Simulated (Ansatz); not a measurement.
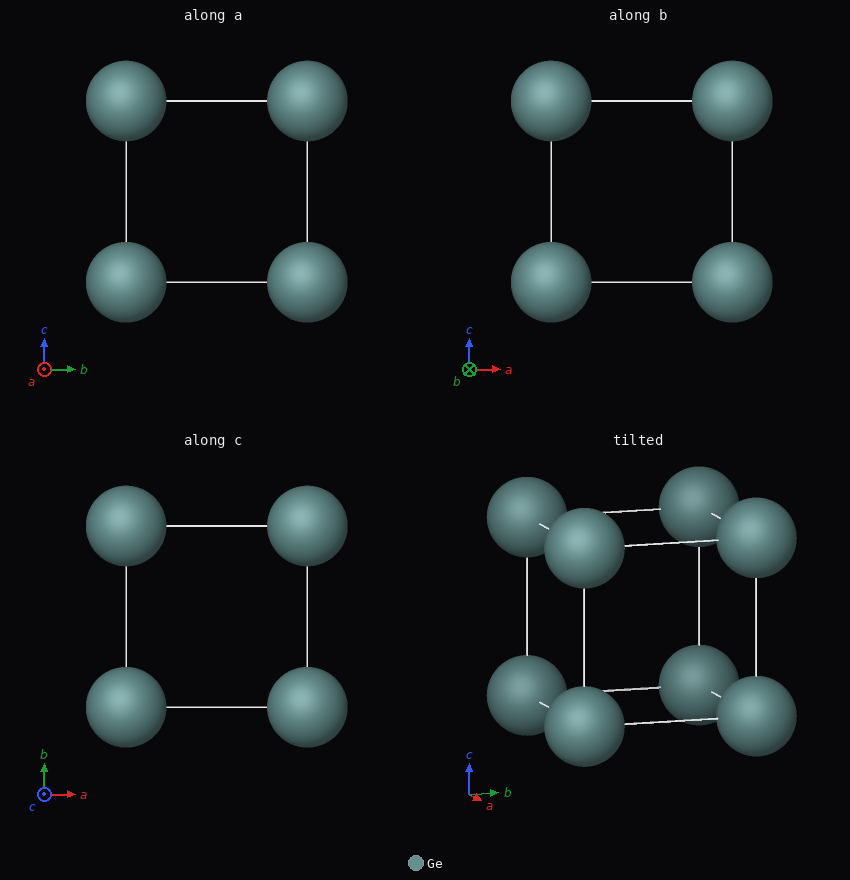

This spheres-only model is shown along the a axis, along the b axis, along the c axis and slightly off an axis. One conventional unit cell is framed, with atoms on its boundary repeated.

Lattice parameters: a = 2.7110 Å, b = 2.7110 Å, c = 2.7110 Å, α = 90.000°, β = 90.000°, γ = 90.000°.

Put the structure into a CIF with its space group and independent sites.

Answer.
```cif
data_structure
_symmetry_space_group_name_H-M 'P m -3 m'
_symmetry_Int_Tables_number 221
_cell_length_a 2.7110
_cell_length_b 2.7110
_cell_length_c 2.7110
_cell_angle_alpha 90.000
_cell_angle_beta 90.000
_cell_angle_gamma 90.000
_cell_volume 19.93
loop_
_atom_site_label
_atom_site_type_symbol
_atom_site_symmetry_multiplicity
_atom_site_Wyckoff_symbol
_atom_site_fract_x
_atom_site_fract_y
_atom_site_fract_z
_atom_site_occupancy
Ge1 Ge 1 a 0.0000 0.0000 0.0000 1
```

Its origin is a random cell made by a generator, so it need not be a real form of the element. The structure drawn was relaxed with DFT PBE, scalar-relativistic, plane waves, PAW (Ansatz).
